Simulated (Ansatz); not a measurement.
System: a slab cut from MoS₂ (slab content Mo₈S₁₈), space group R-3m (No. 166).

Structure:
```yaml
crystal:
  lattice:
    - [1.56020, 0.90080, 6.08600]
    - [-1.56020, 0.90080, 6.08600]
    - [0.00000, -1.80160, 6.08600]
  atoms:
    - { symbol: Mo, position: [0.00000, 0.00000, 0.00000] }
    - { symbol: S, position: [0.75436, 0.75436, 0.75436] }
    - { symbol: S, position: [0.24564, 0.24564, 0.24564] }
```

Input of one of the runs behind the figure:
```
crystal:
  lattice:
    - [3.1204068984, 0.0, 0.0]
    - [-1.5602034492, 12.2053355685, 0.0]
    - [0.0, 0.0, 26.4654146161]
  atoms:
    - { symbol: S, position: [0.1832290337, 0.3664580675, 0.283388721] }
    - { symbol: S, position: [0.5626858631, 0.1253717262, 0.3092899437] }
    - { symbol: Mo, position: [0.7459148968, 0.4918297937, 0.3217969158] }
    - { symbol: S, position: [0.9291439306, 0.8582878612, 0.334303888] }
    - { symbol: S, position: [0.3086007599, 0.6172015199, 0.3602051106] }
    - { symbol: Mo, position: [0.4918297937, 0.9836595874, 0.3727120827] }
    - { symbol: S, position: [0.6750588274, 0.3501176549, 0.3852190549] }
    - { symbol: S, position: [0.0545156568, 0.1090313136, 0.4111202775] }
    - { symbol: Mo, position: [0.2377446905, 0.4754893811, 0.4236272496] }
    - { symbol: S, position: [0.4209737243, 0.8419474486, 0.4361342218] }
    - { symbol: S, position: [0.8004305536, 0.6008611073, 0.4620354444] }
    - { symbol: Mo, position: [0.9836595874, 0.9673191748, 0.4745424165] }
    - { symbol: S, position: [0.1668886211, 0.3337772423, 0.4870493887] }
    - { symbol: S, position: [0.5463454505, 0.092690901, 0.5129506113] }
    - { symbol: Mo, position: [0.7295744842, 0.4591489685, 0.5254575835] }
    - { symbol: S, position: [0.912803518, 0.8256070359, 0.5379645556] }
    - { symbol: S, position: [0.2922603473, 0.5845206947, 0.5638657782] }
    - { symbol: Mo, position: [0.4754893811, 0.9509787621, 0.5763727504] }
    - { symbol: S, position: [0.6587184148, 0.3174368296, 0.5888797225] }
    - { symbol: S, position: [0.0381752442, 0.0763504883, 0.6147809451] }
    - { symbol: Mo, position: [0.2214042779, 0.4428085558, 0.6272879173] }
    - { symbol: S, position: [0.4046333117, 0.8092666233, 0.6397948894] }
    - { symbol: S, position: [0.784090141, 0.568180282, 0.665696112] }
    - { symbol: Mo, position: [0.9673191748, 0.9346383495, 0.6782030842] }
    - { symbol: S, position: [0.1505482085, 0.301096417, 0.6907100563] }
    - { symbol: S, position: [0.5300050379, 0.0600100757, 0.716611279] }
basis:
  ecutwfc: 420
kpoints:
  mp_grid: { grid: [11, 3, 1] }
hamiltonian:
  xc: pbesol
scf:
  occupations: { method: gaussian, width: 0.1 }
output:
  forces: true
  eigenvalues: true
  write_density: true
  write_potential: true
  elf: true
  volumetric_format: npy
relax:
  adjacent_minimum: "off"
  f_tol: 0.02
  max_steps: 60
efield:
  axis: 3
  dipole_correction: true
  ramp_width: 0.04
```

Command:
```bash
ansatz run input.yaml --threads 4 --pin off --max-ram 10240MiB --backend cpu --events-out ev --progress --plain --runs-dir out
```

Method: spacing and rumpling of the atomic planes of a slab cut from the relaxed bulk cell along the Miller plane (conventional indices), bottom to top, after all atoms relax, plane waves with PAW datasets, Γ-centred k mesh (Ansatz 0.2.0). Level: PBEsol, no spin polarisation.

- space group in which the indices count: 166
- Miller index h: 0
- Miller index k: 2
- Miller index l: 1
- top plane: S
- bottom plane: S
- planes: 26
- surface cell: (1, 1)
- slab thickness as cut: 11.47 Å
- vacuum: 15 Å
- surface area: 38.09 Å²
- surface a: 3.12 Å
- surface b: 12.3 Å
- surface angle: 97.3 °
- slab atoms: 26
- wave cutoff: 420 eV
- k mesh: 11×3×1
- occupations: Gaussian
- smearing width: 0.1 eV
- boundary: dipole corrected

Describe the result: the spacing change of each pair of planes. The cases: 1–2; 2–3; 3–4; 4–5; 5–6; 6–7; 7–8; 8–9; 9–10; 10–11; 11–12; 12–13; 13–14; 14–15; 15–16; 16–17; 17–18; 18–19; 19–20; 20–21; 21–22; 22–23; 23–24; 24–25; 25–26.

The least value, −0.545 Å, is that of 12–13 and 14–15, and the largest, 0.675 Å, that of 11–12 and 15–16.

```csv
pair of planes,spacing change (Å),spacing to next (Å),content of the two planes
1–2,0.388,1.074,S and S
2–3,0.214,0.545,S and Mo
3–4,-0.056,0.275,Mo and S
4–5,-0.226,0.460,S and S
5–6,-0.093,0.238,S and Mo
6–7,0.311,0.642,Mo and S
7–8,0.176,0.861,S and S
8–9,-0.123,0.208,S and Mo
9–10,0.170,0.501,Mo and S
10–11,-0.373,0.312,S and S
11–12,0.675,1.006,S and Mo
12–13,-0.545,-0.214,Mo and S
13–14,0.284,0.969,S and S
14–15,-0.545,-0.214,S and Mo
15–16,0.675,1.006,Mo and S
16–17,-0.373,0.312,S and S
17–18,0.170,0.501,S and Mo
18–19,-0.123,0.208,Mo and S
19–20,0.176,0.861,S and S
20–21,0.311,0.642,S and Mo
21–22,-0.093,0.238,Mo and S
22–23,-0.226,0.460,S and S
23–24,-0.056,0.275,S and Mo
24–25,0.215,0.546,Mo and S
25–26,0.388,1.074,S and S
```

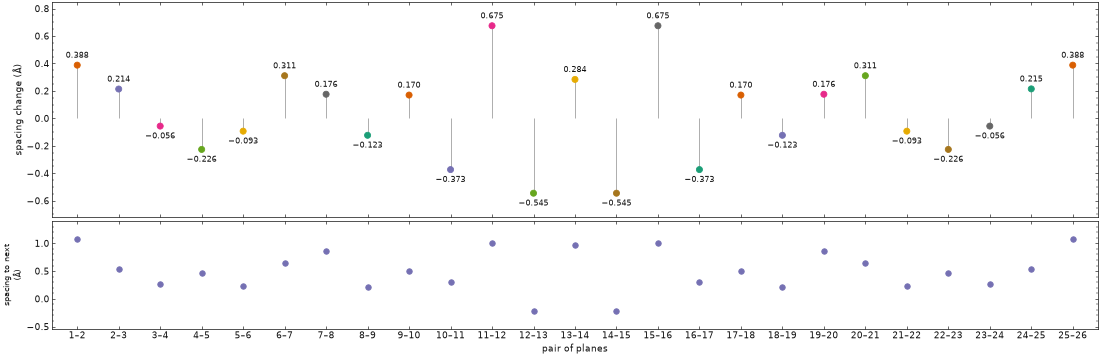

Note: coarse k mesh; k mesh lowers the symmetry; the slab's middle relaxes too; xc potential rough in thin density.
